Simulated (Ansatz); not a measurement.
**Se: density, localisation and related maps**

```cif
data_structure
_symmetry_space_group_name_H-M 'P 1'
_symmetry_Int_Tables_number 1
_cell_length_a 2.9264
_cell_length_b 2.9351
_cell_length_c 2.9428
_cell_angle_alpha 109.519
_cell_angle_beta 109.117
_cell_angle_gamma 108.474
_cell_volume 19.76
loop_
_atom_site_label
_atom_site_type_symbol
_atom_site_fract_x
_atom_site_fract_y
_atom_site_fract_z
_atom_site_occupancy
Se1 Se 0.00000 0.00000 0.00000 1
```

Space group P-1; a structure from a database of computed crystals, not necessarily the ambient phase; changed on purpose from its base cell (all atoms moved at random, cell strained at random); computed pressure about −2 GPa in this cell.

Theory: Ansatz 0.2.0, DFT PBEsol, scalar-relativistic, plane waves, PAW.

The density is the valence pseudo-density of a PAW calculation; it isn't the true density close to the nuclei.

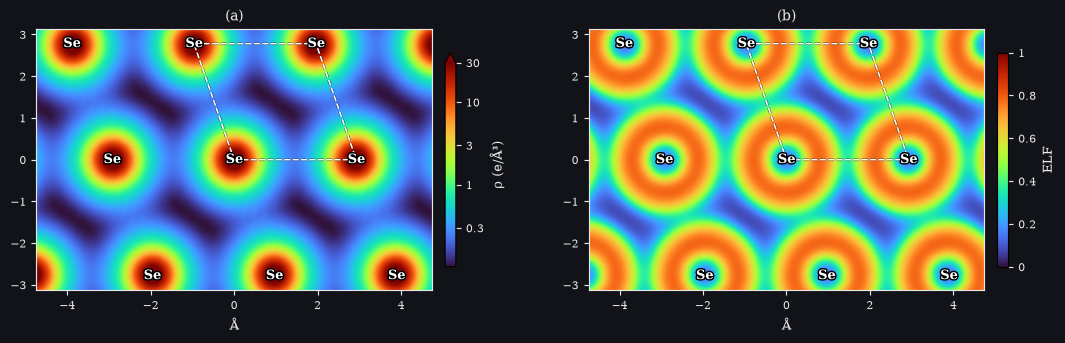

Figure 1. (a) valence electron density; (b) ELF on the (010) plane of the conventional cell.

Read the bonding off the picture.

Answer. The section cuts through Se sites. Se–Se (2.94 Å): ρ at the midpoint is about 0.24 e/Å³; the ELF is about 0.35 at the midpoint. Between the atoms the lowest density in this plane is 0.1 e/Å³.

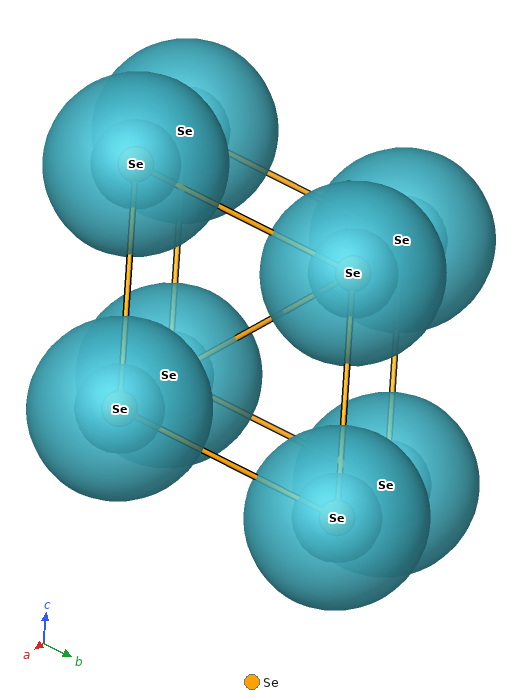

Figure 2. Isosurface of the ELF at 0.65 (cyan), seen slightly off an axis. Only the valence region is drawn (cores and ρ < 0.01 e/Å³ removed). Sticks mark near contacts.

What do the ELF domains correspond to?

Answer. At this value the surface marks out one region wrapped around Se (its valence shell), counted in one cell of 1 atoms. Regions shared between cells count once. Profiles from the grid: Se–Se (2.93 Å): the ELF is about 0.35 at the midpoint. Se–Se (3.00 Å): the ELF is about 0.30 at the midpoint.

Does the calculation make it a metal, or give it a gap?

Answer. It is gapless in this calculation (a metal or semimetal).
